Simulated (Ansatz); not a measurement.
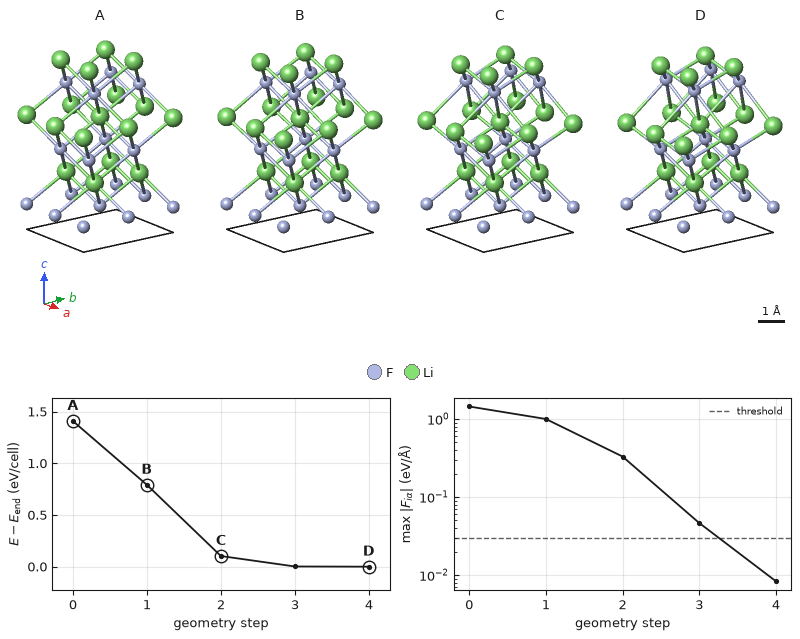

Frames of a constrained relaxation of a slab of composition LiF (cut from the Fm-3m phase), marked on the history of the run. A ball-and-stick model of the cell of the calculation, outlined in the plane, without the vacuum (origin shifted), seen slightly off an axis.

Case: clean slab, lower planes held. The slab is the (1 1 1) face of LiF. 12 atoms are held fixed.

Level of theory: DFT PBE, scalar-relativistic, plane waves, PAW (Ansatz).

Input file:
```yaml
crystal:
  lattice:
    - [5.7517025424, 0.0, 0.0]
    - [-2.8758512712, 4.9811205167, 0.0]
    - [0.0, 0.0, 21.8703068255]
  atoms:
    - { symbol: F, position: [0.1666666667, 0.3333333333, 0.3657927648] }
    - { symbol: F, position: [0.1666666667, 0.8333333333, 0.3657927648] }
    - { symbol: F, position: [0.6666666667, 0.3333333333, 0.3657927648] }
    - { symbol: F, position: [0.6666666667, 0.8333333333, 0.3657927648] }
    - { symbol: Li, position: [0.3333333333, 0.1666666667, 0.4194756589] }
    - { symbol: Li, position: [0.3333333333, 0.6666666667, 0.4194756589] }
    - { symbol: Li, position: [0.8333333333, 0.1666666667, 0.4194756589] }
    - { symbol: Li, position: [0.8333333333, 0.6666666667, 0.4194756589] }
    - { symbol: F, position: [0.5, 0.5, 0.473158553] }
    - { symbol: F, position: [0.5, 0.0, 0.473158553] }
    - { symbol: F, position: [0.0, 0.5, 0.473158553] }
    - { symbol: F, position: [0.0, 0.0, 0.473158553] }
    - { symbol: Li, position: [0.6666666667, 0.3333333333, 0.526841447] }
    - { symbol: Li, position: [0.6666666667, 0.8333333333, 0.526841447] }
    - { symbol: Li, position: [0.1666666667, 0.3333333333, 0.526841447] }
    - { symbol: Li, position: [0.1666666667, 0.8333333333, 0.526841447] }
    - { symbol: F, position: [0.8333333333, 0.6666666667, 0.5805243411] }
    - { symbol: F, position: [0.8333333333, 0.1666666667, 0.5805243411] }
    - { symbol: F, position: [0.3333333333, 0.6666666667, 0.5805243411] }
    - { symbol: F, position: [0.3333333333, 0.1666666667, 0.5805243411] }
    - { symbol: Li, position: [0.0, 0.5, 0.6342072352] }
    - { symbol: Li, position: [0.0, 0.0, 0.6342072352] }
    - { symbol: Li, position: [0.5, 0.5, 0.6342072352] }
    - { symbol: Li, position: [0.5, 0.0, 0.6342072352] }
basis:
  ecutwfc: 420
kpoints:
  mp_grid: { grid: [3, 3, 1] }
hamiltonian:
  xc: pbe
scf:
  occupations: { method: gaussian, width: 0.05 }
output:
  forces: true
  eigenvalues: true
  write_density: true
  write_potential: true
  elf: true
  volumetric_format: npy
relax:
  adjacent_minimum: "off"
  f_tol: 0.03
  max_steps: 70
  constraints: [{ sites: [0, 1, 2, 3, 4, 5, 6, 7, 8, 9, 10, 11] }]
efield:
  axis: 3
  dipole_correction: true
  ramp_width: 0.04
```

Command:
```bash
ansatz run input.yaml --threads 2 --pin off --max-ram 5120MiB --backend cpu --events-out ev --progress --plain --runs-dir out
```

Q: What happens along the run?

A: The largest moves, 0.32 Å, are those of Li13, Li14, Li15 and Li16. Li13 goes along the normal (−c). By element the largest moves are Li 0.32 Å, F 0.11 Å. The lattice vectors keep their values. Some distances before and after: Li13–F17 2.034 → 2.306 Å, F17–Li21 2.034 → 1.855 Å, F10–Li13 2.034 → 1.868 Å. Among the angles between lasting bonds that change: Li13–F20–Li22 180.0° → 162.5°, F9–Li15–F18 180.0° → 163.3°, F18–Li15–F19 90.0° → 77.1°. Over 4 geometry steps the energy falls by 1.409 eV per cell of the calculation. Largest force component: 1.4 eV/Å at the start, 0.0083 eV/Å at the end. The run took 57 s on 2 threads of Intel(R) Xeon(R) Platinum 8375C CPU @ 2.90GHz (Ice Lake) (shared host), peak memory 0.97 GiB. From step 0 to 1: Li atoms move most (0.10 Å), energy −0.617 eV per cell of the calculation. From step 1 to 2: Li atoms move most (0.15 Å), energy −0.689 eV per cell of the calculation. From step 2 to 4: Li atoms move most (0.09 Å), energy −0.103 eV per cell of the calculation.

```tsv
step	E − E(0), meV/atom	largest force component, eV/Å
0	0.00	1.4444
1	-25.72	0.9992
2	-54.42	0.3301
3	-58.63	0.0465
4	-58.71	0.0083
```
